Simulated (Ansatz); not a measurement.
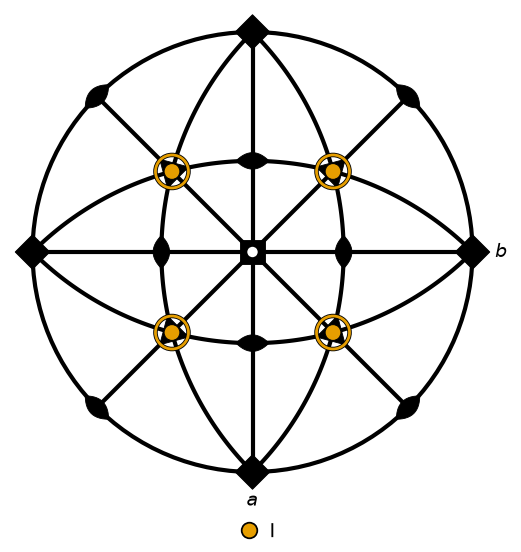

For MgI₂, the end point of a relaxation with DFT, PBE, PAW with Ansatz's default frozen-core files, scalar-relativistic (Ansatz 0.2.0); the starting structure was generated, so it need not be a known form of this composition: directions from one magnesium atom at (0, 0, 0) to its bonded neighbours, in stereographic projection down c (filled: above the plane of the page or in it, open: below). Geometry calculated from the standardised cell; symmetry tolerance 0.002 Å.

Neighbours are counted up to 3.42 Å for I. The symmetry elements of the site are drawn in: heavy lines are mirror planes (a heavy rim: a mirror in the plane of the page); lens, triangle, square and hexagon are 2-, 3-, 4- and 6-fold axes, a lens in an open square is −4, a triangle in an open hexagon −6; thin dashed diameters join the ends of axes that lie in the page; a small open circle marks inversion.

```cif
data_structure
_symmetry_space_group_name_H-M 'P 1'
_symmetry_Int_Tables_number 1
_cell_length_a 7.5275
_cell_length_b 7.5275
_cell_length_c 7.5275
_cell_angle_alpha 90.000
_cell_angle_beta 90.000
_cell_angle_gamma 90.000
_cell_volume 426.53
loop_
_atom_site_label
_atom_site_type_symbol
_atom_site_fract_x
_atom_site_fract_y
_atom_site_fract_z
_atom_site_occupancy
Mg1 Mg 0.00000 0.00000 0.00000 1
I1 I 0.25000 0.75000 0.75000 1
I2 I 0.25000 0.25000 0.75000 1
Mg2 Mg 0.00000 0.50000 0.50000 1
I3 I 0.25000 0.25000 0.25000 1
I4 I 0.25000 0.75000 0.25000 1
Mg3 Mg 0.50000 0.00000 0.50000 1
I5 I 0.75000 0.75000 0.25000 1
I6 I 0.75000 0.25000 0.25000 1
Mg4 Mg 0.50000 0.50000 0.00000 1
I7 I 0.75000 0.25000 0.75000 1
I8 I 0.75000 0.75000 0.75000 1
```

How many neighbours are there, and at what angles?

Answer. 8: 8 I at 3.26 Å. Angles between bonds: 71° (12×), 109° (12×), 180° (4×).

What is the site's symmetry in the crystal?

Answer. Point group m-3m (Oh), order 48: three fourfold axes, four threefold axes, six twofold axes, nine mirror planes, an inversion centre. In No. 225, Fm-3m this is Wyckoff position 4a.
